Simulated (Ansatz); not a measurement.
TaN (interface cell)

```yaml
crystal:
  lattice:
    - [3.12348, 0.00000, 0.00000]
    - [-1.56174, 2.70501, 0.00000]
    - [0.00000, 0.00000, 18.21677]
  atoms:
    - { symbol: N, position: [0.00000, 0.00000, 0.05940] }
    - { symbol: Ta, position: [0.00000, 0.00000, 0.25545] }
    - { symbol: Ta, position: [0.66667, 0.33333, 0.10877] }
    - { symbol: N, position: [0.33333, 0.66667, 0.18425] }
    - { symbol: Ta, position: [0.33333, 0.66667, 0.39331] }
    - { symbol: N, position: [0.66667, 0.33333, 0.32762] }
    - { symbol: Ta, position: [0.00000, 0.00000, 0.52335] }
    - { symbol: N, position: [0.00000, 0.00000, 0.73242] }
    - { symbol: N, position: [0.66667, 0.33333, 0.58905] }
    - { symbol: Ta, position: [0.33333, 0.66667, 0.66122] }
    - { symbol: N, position: [0.33333, 0.66667, 0.85726] }
    - { symbol: Ta, position: [0.66667, 0.33333, 0.80790] }
```

Computed with DFT PBE, scalar-relativistic, plane waves, PAW in Ansatz 0.2.0.

Core electrons are frozen (PAW), and the valence fields are smoothed inside the atomic spheres.

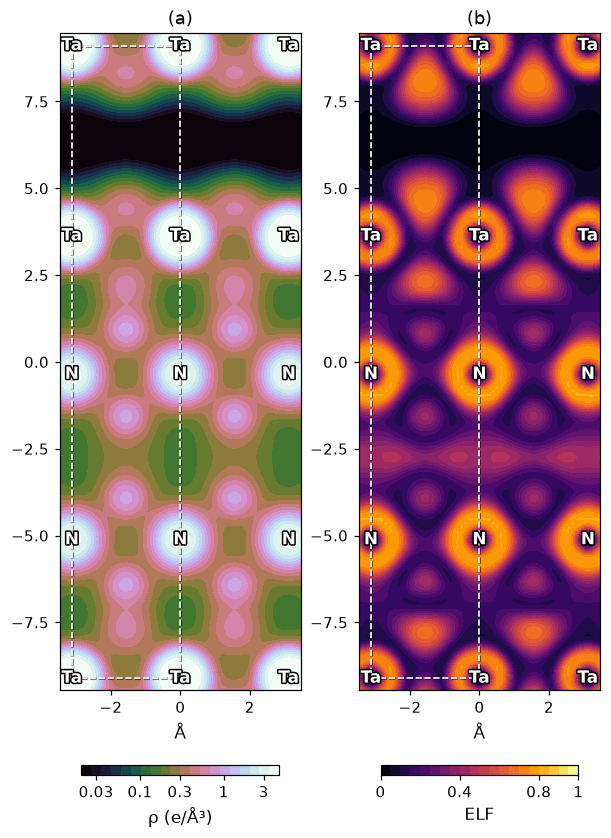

Figure 1. (a) valence electron density; (b) ELF on the (010) plane of the calculation cell.

Question: Describe what can be read from this map.

Answer: Atoms in the plane: Ta and N. Atoms just off the plane (N, 0.9 Å away and Ta, 0.9 Å away) can leave unmarked features too. Between the atoms the lowest density in this plane is 0.005 e/Å³. The features right at Ta lie inside the PAW spheres, where the map follows smoothed inner orbitals and isn't to be read closely.

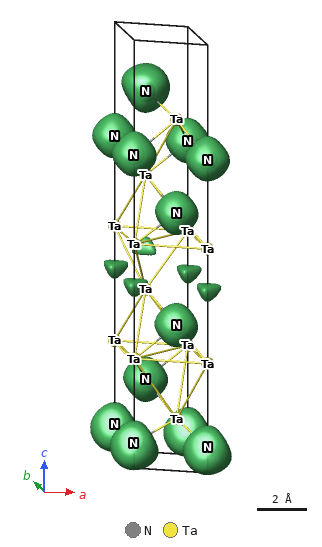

Figure 2. Isosurface of the electron localisation function at 0.65 (green), seen slightly off an axis. Only the valence region is drawn (cores and ρ < 0.01 e/Å³ removed). Sticks mark near contacts.

Question: Describe the localisation domains.

Answer: The ELF exceeds this value in six regions wrapped around N (the valence shell of each) and two pockets between the atoms, centred on no nucleus (multi-centre or interstitial), counted in one cell of 12 atoms. Regions shared between cells count once.


Ta–N (2.02 Å): the ELF peaks at about 0.80 in the valence shell of N, 0.6 Å from its nucleus, and is about 0.30 at the midpoint; no localised pair shows between them. Ta–Ta (2.98 Å): the ELF is about 0.35 at the midpoint.

Question: Metal or insulator at this level of theory?

Answer: It is gapless in this calculation (a metal or semimetal).
